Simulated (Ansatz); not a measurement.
## Geometry relaxation, with input and output: Ga8N7 (charge +1) (part 2 of 2)

Continued. System: Ga8N7 (defect cell, 15 atoms in the cell, total charge +1). Method: DFT PBE, scalar-relativistic, plane waves, PAW, no spin polarisation (Ansatz 0.2.0); cutoff 420 eV, 1×1×1 k-mesh, Gaussian smearing of 0.01 eV. The structure derives from a Materials Project entry. It belongs to a series of runs on one base structure; here: N vacancy (site b), charge +1, atoms relaxed at the host's cell.

Geometry of the input (Å; fractional positions):
```
0.0000  0.0000  5.2432
3.2184  5.5744  0.0000
-6.4367  -0.0000  0.0000
Ga 0.5187  0.1667  0.3333
Ga 0.4900  0.1649  0.8325
Ga 0.4900  0.6675  0.3351
Ga 0.4900  0.6675  0.8325
Ga 1.0082  0.3366  0.6733
Ga 1.0082  0.3366  0.1634
Ga 0.9910  0.8333  0.6667
Ga 1.0082  0.8267  0.1634
N  0.8679  0.1694  0.8347
N  0.8679  0.6653  0.3306
N  0.8679  0.6653  0.8347
N  0.3846  0.3270  0.6541
N  0.3846  0.3270  0.1730
N  0.3620  0.8333  0.6667
N  0.3846  0.8459  0.1730
```

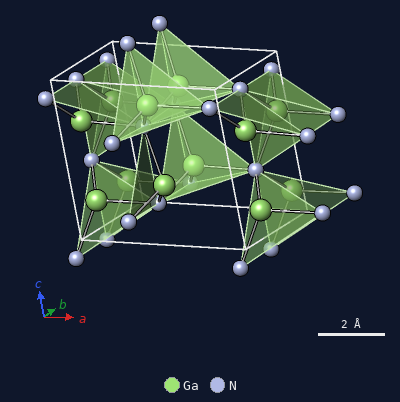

*The geometry at step 4 of the log (polyhedral view of the cell of the calculation, seen slightly off an axis; polyhedra are completed across the faces of the cell).*

## Log, continued
```
SCF iter   1: F=—  HF=-32966.045329 eV  |F-HF|=—  |Δ(HF+E_count)|=         —  Δρ=1.63e-3  dr2=2.92e-3  ethr=2.27e-5  ⟨swp⟩=3.0  Hψ=184  notcnv=0  defer=10
preconditioner: auto → Resta (q_TF=auto, 2.591 Å⁻¹)  ε∞=5.1  [insulator: Δε(μ)=2.822 eV  Ē_g=15.699 eV  σ=0.010 eV  W_gap=1.00  n_scr=58 (ndim 8)  ℏωp=31.8 eV  f_vac=0.015  D(μ)=0.00/eV (n_scr^D=0)  ε∞_Penn≈5.1]
SCF iter   2: F=—  HF=-32966.044585 eV  |F-HF|=—  |Δ(HF+E_count)|=   7.44e-4  Δρ=7.84e-4  dr2=6.85e-4  ethr=2.11e-6  ⟨swp⟩=2.0  Hψ=149  notcnv=0  defer=10
SCF iter   3: F=—  HF=-32966.044447 eV  |F-HF|=—  |Δ(HF+E_count)|=   1.39e-4  Δρ=1.23e-4  dr2=2.27e-5  ethr=4.96e-7  ⟨swp⟩=2.0  Hψ=144  notcnv=0  defer=10
SCF iter   4: F=—  HF=-32966.044471 eV  |F-HF|=—  |Δ(HF+E_count)|=   2.39e-5  Δρ=5.01e-5  dr2=4.29e-6  ethr=1.64e-8  ⟨swp⟩=2.0  Hψ=143  notcnv=0  defer=10
SCF iter   5: F=—  HF=-32966.044471 eV  |F-HF|=—  |Δ(HF+E_count)|=   6.29e-7  Δρ=1.80e-5  dr2=5.78e-7  ethr=3.11e-9  ⟨swp⟩=2.0  Hψ=139  notcnv=0  defer=10
SCF iter   6: F=-32966.044471 eV  HF=-32966.044471 eV  |F-HF|=1.48e-8  |Δ(HF+E_count)|=   4.62e-8  Δρ=5.06e-6  dr2=6.93e-8  ethr=7.25e-11  ⟨swp⟩=11.0  Hψ=367  notcnv=0
SCF 7 converged in 6 iterations: F = -32966.044471 eV  dr2 = 6.93e-8
relax step   7: F+E_penalty+E_count = -32966.04447112 eV  Δ(F+E_penalty+E_count) = -3.483e-3 eV  max|allowed force component| = 4.563e-2 eV/Å  Δτ_max = 0.0120 Å  (6 SCF iters, accepted)
SCF iter   1: F=—  HF=-32966.045194 eV  |F-HF|=—  |Δ(HF+E_count)|=         —  Δρ=1.16e-3  dr2=9.47e-4  ethr=7.63e-6  ⟨swp⟩=3.0  Hψ=182  notcnv=0  defer=10
preconditioner: auto → Resta (q_TF=auto, 2.591 Å⁻¹)  ε∞=5.1  [insulator: Δε(μ)=2.833 eV  Ē_g=15.702 eV  σ=0.010 eV  W_gap=1.00  n_scr=58 (ndim 8)  ℏωp=31.8 eV  f_vac=0.015  D(μ)=0.00/eV (n_scr^D=0)  ε∞_Penn≈5.1]
SCF iter   2: F=—  HF=-32966.044934 eV  |F-HF|=—  |Δ(HF+E_count)|=   2.60e-4  Δρ=5.46e-4  dr2=1.96e-4  ethr=6.86e-7  ⟨swp⟩=2.0  Hψ=146  notcnv=0  defer=10
SCF iter   3: F=—  HF=-32966.044895 eV  |F-HF|=—  |Δ(HF+E_count)|=   3.91e-5  Δρ=7.77e-5  dr2=9.29e-6  ethr=1.42e-7  ⟨swp⟩=2.0  Hψ=141  notcnv=0  defer=10
SCF iter   4: F=—  HF=-32966.044947 eV  |F-HF|=—  |Δ(HF+E_count)|=   5.26e-5  Δρ=2.78e-5  dr2=1.71e-6  ethr=6.73e-9  ⟨swp⟩=2.0  Hψ=142  notcnv=0  defer=10
SCF iter   5: F=—  HF=-32966.044948 eV  |F-HF|=—  |Δ(HF+E_count)|=   6.20e-7  Δρ=1.79e-5  dr2=5.36e-7  ethr=1.24e-9  ⟨swp⟩=2.0  Hψ=142  notcnv=0  defer=10
SCF iter   6: F=-32966.044948 eV  HF=-32966.044948 eV  |F-HF|=7.33e-9  |Δ(HF+E_count)|=   2.41e-7  Δρ=3.75e-6  dr2=3.97e-8  ethr=7.25e-11  ⟨swp⟩=8.0  Hψ=406  notcnv=0
SCF 8 converged in 6 iterations: F = -32966.044948 eV  dr2 = 3.97e-8
relax step   8: F+E_penalty+E_count = -32966.04494766 eV  Δ(F+E_penalty+E_count) = -4.765e-4 eV  max|allowed force component| = 3.005e-3 eV/Å  Δτ_max = 0.0101 Å  (6 SCF iters, accepted)
SCF converged after 6 iterations
Free energy (F): -32966.044948 eV
Harris-Foulkes:  -32966.044948 eV  (|F-HF|=7.33e-9)
Internal energy: -32966.044948 eV  (E = F + TS)
E sigma→0 (E₀):  -32966.044948 eV
Fermi energy:    10.154249 eV
--- Per-component energies (eV) ---
  E_band       = -174.229389
  E_kinetic    = 1822.082955
  E_local      = -15903.149829  (includes V_loc(G=0)·N_el)
  E_nonlocal   = 3741.034526
  E_hartree    = 7309.668821
  E_xc         = -953.895972
  E_vxc        = -975.017166  (∫ρ·V_xc dr)
  E_paw        = -16833.611091  (= ΣΔE_a)
  E_vpaw       = -3478.519385  (= ΣTr[D̂ρ^β])
  E_aug_tail   = 0.000317  (compensation charges beyond the density's cutoff)
  E_ewald      = -12148.174675
  E_smearing   = -0.000000  (= −TS)
  E_closure    = -0.000000  (closes the sum)
  E_deformation_potential = 16.899384  (in the stress; not in F)
  Σ components = -32966.044948   (vs F -32966.044948, Δ=0.00e0)
--- Forces (eV/Å), atoms counted from 1 ---
  atom   1  Ga    -0.00000000     0.00000000    -0.00126015
  atom   2  Ga    -0.00000000     0.00096717    -0.00008295
  atom   3  Ga     0.00083760    -0.00048359    -0.00008295
  atom   4  Ga    -0.00083760    -0.00048359    -0.00008295
  atom   5  Ga    -0.00091087     0.00052589     0.00047298
  atom   6  Ga     0.00091087     0.00052589     0.00047298
  atom   7  Ga     0.00000000    -0.00000000     0.00003526
  atom   8  Ga     0.00000000    -0.00105178     0.00047298
  atom   9  N     -0.00000000     0.00300482    -0.00005507
  atom  10  N      0.00260225    -0.00150241    -0.00005507
  atom  11  N     -0.00260225    -0.00150241    -0.00005507
  atom  12  N     -0.00177113     0.00102256    -0.00056633
  atom  13  N      0.00177113     0.00102256    -0.00056633
  atom  14  N      0.00000000     0.00000000     0.00204824
  atom  15  N      0.00000000    -0.00204512    -0.00056633
  max |Σ_I F_I| component: 1.29e-4 eV/Å
--- Charged-cell corrections in eV (Makov–Payne, q = +1.000 e, ε = [10.493, 10.493, 11.688]) ---
  F (periodic)     = -32966.044948  (uncorrected; the corrections below are reported, never added to it)
  E_corr1          = +0.326756  (monopole, q²α_M/2ε̄L, of the cell on which ε is isotropic)
  F Makov-Payne    = -32965.718191  (F + E_corr1; no measured alignment; for a localised charge, not one spread in a band: unchecked)
  no potential alignment in this run, which stands beside a crystal: run the host's input off ansatz write-host-input, and read the two finished runs by ansatz place-levels (neither reads a slab, a wire or a sheet, whose cell leaves a vacuum)
--- Band table (eV) ---
  k-point 0: bands = ["-6.6774", "-6.0908", "-6.0908", "-6.0851", "-5.9520", "-5.9520", "-5.9082", "-4.7789", "-4.7789", "-4.7779", "-4.7285", "-4.7285", "-4.7183", "-4.6980", "-4.6980", "-4.6827", "-4.6780", "-4.6327", "-4.6327", "-4.6170", "-4.5795", "-4.5795", "-4.5669", "-4.5515", "-4.5515", "-4.5221", "-4.5221", "-4.4449", "-4.4449", "-4.4329", "-4.4007", "-4.3921", "-4.3921", "-4.3592", "-4.3450", "-4.3450", "-4.3138", "-4.3138", "-4.2785", "-4.2785", "-4.2367", "-3.1544", "-3.1544", "-3.1227", "-2.6977", "-2.6019", "-2.6019", "2.2501", "2.4229", "2.9586", "2.9586", "3.4334", "4.0983", "4.0983", "4.8956", "4.8956", "5.6150", "6.2863", "6.5238", "6.7458", "6.7458", "6.8367", "6.8367", "7.9355", "7.9355", "7.9493", "8.0773", "8.7382", "8.7382", "11.5703", "12.0828", "12.7892", "12.7892", "13.3440", "13.9635", "13.9635", "14.3287", "14.6671", "14.6671", "15.3541", "15.3541", "15.8551", "17.4834", "18.3648"]
--- Relaxed structure (8 steps of the walk, 6 accepted, 0 SCFs on fresh bases) ---
  F+E_penalty+E_count = -32966.04494766 eV   max|allowed force component| = 3.005e-3 eV/Å
  atoms:
    - { symbol: Ga, position: [0.5047728407672842, 0.1666666666666667, 0.3333333333333335] }
    - { symbol: Ga, position: [0.49590282040976796, 0.16480992095701216, 0.8324049604785061] }
    - { symbol: Ga, position: [0.49590282040976796, 0.6675950395214941, 0.3351900790429879] }
    - { symbol: Ga, position: [0.49590282040976796, 0.6675950395214941, 0.8324049604785062] }
    - { symbol: Ga, position: [0.9996624084257683, 0.33201785297703806, 0.6640357059540762] }
    - { symbol: Ga, position: [0.9996624084257683, 0.33201785297703806, 0.16798214702296196] }
    - { symbol: Ga, position: [1.0016343939940047, 0.8333333333333336, 0.6666666666666667] }
    - { symbol: Ga, position: [0.9996624084257683, 0.835964294045924, 0.16798214702296196] }
    - { symbol: N, position: [0.8738397506037792, 0.16889823068366092, 0.8344491153418303] }
    - { symbol: N, position: [0.8738397506037792, 0.6655508846581696, 0.3311017693163391] }
    - { symbol: N, position: [0.8738397506037792, 0.6655508846581696, 0.8344491153418304] }
    - { symbol: N, position: [0.3782229184689718, 0.3278753795053069, 0.6557507590106139] }
    - { symbol: N, position: [0.3782229184689718, 0.32787537950530693, 0.17212462049469315] }
    - { symbol: N, position: [0.37484393481385164, 0.8333333333333336, 0.6666666666666667] }
    - { symbol: N, position: [0.3782229184689718, 0.8442492409893863, 0.17212462049469315] }
```

## Trajectory as extended XYZ (Å, eV, eV/Å), 8 frames, from step=1 to step=8
```
15
Lattice="0.0000 0.0000 5.2432 3.2184 5.5744 0.0000 -6.4367 -0.0000 0.0000" Properties=species:S:1:pos:R:3:forces:R:3 step=1 energy=-32965.90756
Ga   -1.6092    0.9291    2.7196    0.0000   0.0000   0.0157
Ga   -4.8276    0.9193    2.5694    0.0000  -0.0958   0.2635
Ga   -0.0085    3.7211    2.5694   -0.0830   0.0479   0.2635
Ga   -3.2099    3.7211    2.5694    0.0830   0.0479   0.2635
Ga   -3.2504    1.8766    5.2863    0.5727  -0.3307  -0.4466
Ga    0.0320    1.8766    5.2863   -0.5727  -0.3307  -0.4466
Ga   -1.6092    4.6453    5.1961    0.0000   0.0000   0.0800
Ga    1.6092    4.6084    5.2863    0.0000   0.6613  -0.4466
N    -4.8276    0.9440    4.5505    0.0000   0.1075   0.2971
N     0.0130    3.7088    4.5505    0.0931  -0.0538   0.2971
N    -3.2313    3.7088    4.5505   -0.0931  -0.0538   0.2971
N    -3.1575    1.8230    2.0168   -0.1071   0.0619  -0.2739
N    -0.0609    1.8230    2.0168    0.1071   0.0619  -0.2739
N    -1.6092    4.6453    1.8980    0.0000   0.0000   0.3840
N     1.6092    4.7156    2.0168    0.0000  -0.1237  -0.2739
15
Lattice="0.0000 0.0000 5.2432 3.2184 5.5744 0.0000 -6.4367 -0.0000 0.0000" Properties=species:S:1:pos:R:3:forces:R:3 step=2 energy=-32966.02220
Ga   -1.6092    0.9291    2.6756    0.0000   0.0000  -0.2361
Ga   -4.8276    0.9291    2.5982    0.0000  -0.2541  -0.0143
Ga    0.0001    3.7162    2.5982   -0.2201   0.1271  -0.0143
Ga   -3.2184    3.7162    2.5982    0.2201   0.1271  -0.0143
Ga   -3.1830    1.8377    5.2388   -0.3198   0.1847   0.0342
Ga   -0.0354    1.8377    5.2388    0.3198   0.1847   0.0342
Ga   -1.6092    4.6453    5.2472    0.0000   0.0000  -0.0007
Ga    1.6092    4.6861    5.2388    0.0000  -0.3693   0.0342
N    -4.8276    0.9446    4.5842    0.0000  -0.0015  -0.0554
N     0.0135    3.7085    4.5842   -0.0013   0.0007  -0.0554
N    -3.2319    3.7085    4.5842    0.0013   0.0007  -0.0554
N    -3.1637    1.8266    1.9799    0.1076  -0.0621   0.0702
N    -0.0546    1.8266    1.9799   -0.1076  -0.0621   0.0702
N    -1.6092    4.6453    1.9563    0.0000   0.0000   0.1334
N     1.6092    4.7084    1.9799    0.0000   0.1243   0.0702
15
Lattice="0.0000 0.0000 5.2432 3.2184 5.5744 0.0000 -6.4367 -0.0000 0.0000" Properties=species:S:1:pos:R:3:forces:R:3 step=3 energy=-32966.04099
Ga   -1.6092    0.9291    2.6687    0.0000   0.0000  -0.1204
Ga   -4.8276    0.9232    2.5958    0.0000  -0.1243   0.0235
Ga   -0.0051    3.7192    2.5958   -0.1077   0.0622   0.0235
Ga   -3.2133    3.7192    2.5958    0.1077   0.0622   0.0235
Ga   -3.2017    1.8485    5.2459   -0.0705   0.0407  -0.0496
Ga   -0.0167    1.8485    5.2459    0.0705   0.0407  -0.0496
Ga   -1.6092    4.6453    5.2445    0.0000   0.0000  -0.0060
Ga    1.6092    4.6646    5.2459    0.0000  -0.0814  -0.0496
N    -4.8276    0.9417    4.5791    0.0000   0.0436   0.0122
N     0.0110    3.7099    4.5791    0.0377  -0.0218   0.0122
N    -3.2293    3.7099    4.5791   -0.0377  -0.0218   0.0122
N    -3.1651    1.8274    1.9849    0.0653  -0.0377   0.0137
N    -0.0532    1.8274    1.9849   -0.0653  -0.0377   0.0137
N    -1.6092    4.6453    1.9525    0.0000   0.0000   0.1267
N     1.6092    4.7068    1.9849    0.0000   0.0754   0.0137
15
Lattice="0.0000 0.0000 5.2432 3.2184 5.5744 0.0000 -6.4367 -0.0000 0.0000" Properties=species:S:1:pos:R:3:forces:R:3 step=4 energy=-32966.04098 accepted=F
Ga   -1.6092    0.9291    2.6441    0.0000   0.0000   0.0848
Ga   -4.8276    0.9182    2.6005    0.0000   0.0383  -0.0176
Ga   -0.0094    3.7217    2.6005    0.0332  -0.0191  -0.0176
Ga   -3.2090    3.7217    2.6005   -0.0332  -0.0191  -0.0176
Ga   -3.2050    1.8504    5.2390    0.0230  -0.0133   0.0553
Ga   -0.0133    1.8504    5.2390   -0.0230  -0.0133   0.0553
Ga   -1.6092    4.6453    5.2522    0.0000   0.0000   0.0006
Ga    1.6092    4.6607    5.2390    0.0000   0.0265   0.0553
N    -4.8276    0.9451    4.5822    0.0000  -0.0839  -0.0089
N     0.0139    3.7083    4.5822   -0.0727   0.0419  -0.0089
N    -3.2322    3.7083    4.5822    0.0727   0.0419  -0.0089
N    -3.1581    1.8233    1.9841   -0.2009   0.1160  -0.0420
N    -0.0603    1.8233    1.9841    0.2009   0.1160  -0.0420
N    -1.6092    4.6453    1.9688    0.0000   0.0000  -0.0457
N     1.6092    4.7149    1.9841    0.0000  -0.2319  -0.0420
15
Lattice="0.0000 0.0000 5.2432 3.2184 5.5744 0.0000 -6.4367 -0.0000 0.0000" Properties=species:S:1:pos:R:3:forces:R:3 step=5 energy=-32966.04099
Ga   -1.6092    0.9291    2.6687    0.0000   0.0000  -0.1203
Ga   -4.8276    0.9232    2.5958    0.0000  -0.1243   0.0236
Ga   -0.0051    3.7192    2.5958   -0.1077   0.0622   0.0236
Ga   -3.2133    3.7192    2.5958    0.1077   0.0622   0.0236
Ga   -3.2017    1.8485    5.2459   -0.0704   0.0406  -0.0496
Ga   -0.0167    1.8485    5.2459    0.0704   0.0406  -0.0496
Ga   -1.6092    4.6453    5.2445    0.0000   0.0000  -0.0060
Ga    1.6092    4.6646    5.2459    0.0000  -0.0813  -0.0496
N    -4.8276    0.9417    4.5791    0.0000   0.0437   0.0122
N     0.0110    3.7099    4.5791    0.0378  -0.0218   0.0122
N    -3.2293    3.7099    4.5791   -0.0378  -0.0218   0.0122
N    -3.1651    1.8274    1.9849    0.0654  -0.0378   0.0137
N    -0.0532    1.8274    1.9849   -0.0654  -0.0378   0.0137
N    -1.6092    4.6453    1.9525    0.0000   0.0000   0.1268
N     1.6092    4.7068    1.9849    0.0000   0.0755   0.0137
15
Lattice="0.0000 0.0000 5.2432 3.2184 5.5744 0.0000 -6.4367 -0.0000 0.0000" Properties=species:S:1:pos:R:3:forces:R:3 step=6 energy=-32966.04097 accepted=F
Ga   -1.6092    0.9291    2.6441    0.0000   0.0000   0.0848
Ga   -4.8276    0.9182    2.6005    0.0000   0.0383  -0.0177
Ga   -0.0094    3.7217    2.6005    0.0332  -0.0191  -0.0177
Ga   -3.2090    3.7217    2.6005   -0.0332  -0.0191  -0.0177
Ga   -3.2050    1.8504    5.2390    0.0229  -0.0132   0.0554
Ga   -0.0133    1.8504    5.2390   -0.0229  -0.0132   0.0554
Ga   -1.6092    4.6453    5.2522    0.0000   0.0000   0.0006
Ga    1.6092    4.6607    5.2390    0.0000   0.0264   0.0554
N    -4.8276    0.9451    4.5822    0.0000  -0.0841  -0.0089
N     0.0139    3.7083    4.5822   -0.0728   0.0420  -0.0089
N    -3.2322    3.7083    4.5822    0.0728   0.0420  -0.0089
N    -3.1581    1.8233    1.9841   -0.2011   0.1161  -0.0420
N    -0.0603    1.8233    1.9841    0.2011   0.1161  -0.0420
N    -1.6092    4.6453    1.9688    0.0000   0.0000  -0.0458
N     1.6092    4.7150    1.9841    0.0000  -0.2323  -0.0420
15
Lattice="0.0000 0.0000 5.2432 3.2184 5.5744 0.0000 -6.4367 -0.0000 0.0000" Properties=species:S:1:pos:R:3:forces:R:3 step=7 energy=-32966.04447
Ga   -1.6092    0.9291    2.6567    0.0000   0.0000  -0.0456
Ga   -4.8276    0.9193    2.5981    0.0000  -0.0177   0.0080
Ga   -0.0084    3.7211    2.5981   -0.0154   0.0089   0.0080
Ga   -3.2100    3.7211    2.5981    0.0154   0.0089   0.0080
Ga   -3.2049    1.8503    5.2432   -0.0127   0.0073  -0.0103
Ga   -0.0135    1.8503    5.2432    0.0127   0.0073  -0.0103
Ga   -1.6092    4.6453    5.2478    0.0000   0.0000   0.0035
Ga    1.6092    4.6609    5.2432    0.0000  -0.0147  -0.0103
N    -4.8276    0.9423    4.5803    0.0000   0.0001   0.0069
N     0.0115    3.7096    4.5803    0.0001   0.0000   0.0069
N    -3.2298    3.7096    4.5803   -0.0001   0.0000   0.0069
N    -3.1645    1.8270    1.9844   -0.0003   0.0002  -0.0045
N    -0.0539    1.8270    1.9844    0.0003   0.0002  -0.0045
N    -1.6092    4.6453    1.9599    0.0000   0.0000   0.0419
N     1.6092    4.7076    1.9844    0.0000  -0.0003  -0.0045
15
Lattice="0.0000 0.0000 5.2432 3.2184 5.5744 0.0000 -6.4367 -0.0000 0.0000" Properties=species:S:1:pos:R:3:forces:R:3 step=8 energy=-32966.04495
Ga   -1.6092    0.9291    2.6466    0.0000   0.0000  -0.0013
Ga   -4.8276    0.9187    2.6001    0.0000   0.0010  -0.0001
Ga   -0.0090    3.7214    2.6001    0.0008  -0.0005  -0.0001
Ga   -3.2094    3.7214    2.6001   -0.0008  -0.0005  -0.0001
Ga   -3.2057    1.8508    5.2414   -0.0009   0.0005   0.0005
Ga   -0.0127    1.8508    5.2414    0.0009   0.0005   0.0005
Ga   -1.6092    4.6453    5.2517    0.0000   0.0000   0.0000
Ga    1.6092    4.6600    5.2414    0.0000  -0.0011   0.0005
N    -4.8276    0.9415    4.5817    0.0000   0.0030  -0.0001
N     0.0108    3.7100    4.5817    0.0026  -0.0015  -0.0001
N    -3.2291    3.7100    4.5817   -0.0026  -0.0015  -0.0001
N    -3.1657    1.8277    1.9831   -0.0018   0.0010  -0.0006
N    -0.0527    1.8277    1.9831    0.0018   0.0010  -0.0006
N    -1.6092    4.6453    1.9654    0.0000   0.0000   0.0020
N     1.6092    4.7062    1.9831    0.0000  -0.0020  -0.0006
```

## Results in brief

```json
{"quantity": "outcome", "value": "converged"}
{"quantity": "electrons treated", "value": "138"}
{"quantity": "free energy", "value": "−32966.0449 eV"}
{"quantity": "Fermi energy", "value": "10.154 eV"}
{"quantity": "gap on the k-point mesh", "value": "2.83 eV"}
{"quantity": "final volume", "value": "188.13 Å³"}
{"quantity": "largest force (length of the vector) at the end", "value": "0.003 eV/Å"}
{"quantity": "hardware", "value": "4 threads of AMD EPYC (Zen 5), 32 GiB of memory available, shared host"}
{"quantity": "wall time", "value": "2.2 s (CPU time 6.5 s)"}
{"quantity": "peak memory", "value": "0.43 GiB"}
```

## Remarks

The k-point mesh is coarse (a preliminary or cheap run), so energies and forces are approximate. The cell is charged and computed with a neutralising background, so its energy and pressure depend on the cell and aren't those of a real crystal. So coarse a mesh can miss the band edges, so the true gap of this method can be much smaller, or zero.
